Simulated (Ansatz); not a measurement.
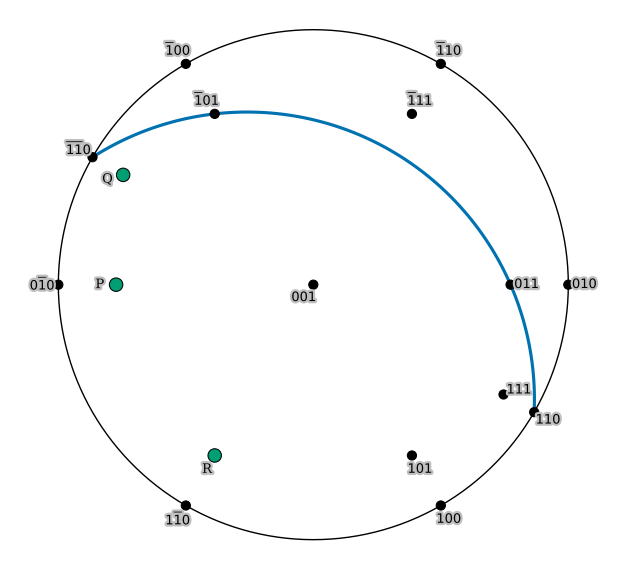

Stereographic projection of plane normals (upper hemisphere) centred on (0 0 1). Crystal: Pt, the geometry relaxed with Ansatz 0.2.0, DFT, PBEsol, plane waves (420 eV) with PAW, scalar-relativistic; the starting structure was generated, so it need not be a known form of this composition. Geometry calculated from the standardised cell; symmetry tolerance 0.002 Å.

a = 2.755 Å, b = 2.755 Å, c = 9.187 Å, α = 90.00°, β = 90.00°, γ = 120.00°.

**Index the poles marked P, Q, R.**

P is (0 −1 1), in four indices (0 −1 1 1), 75.4° from the centre; Q is (−1 −1 1), in four indices (−1 −1 2 1), 81.5° from the centre; R is (1 −1 1), in four indices (1 −1 0 1), 75.4° from the centre.

**Which zone does the coloured great circle trace?**

The zone [1 −1 1]: its poles satisfy h − k + l = 0.

**What is the angle between the normals of (0 −1 0) and (−1 1 1), and what are their d_hkl = 1/|g|?**

118.9°; d = 2.386 Å and 2.309 Å.
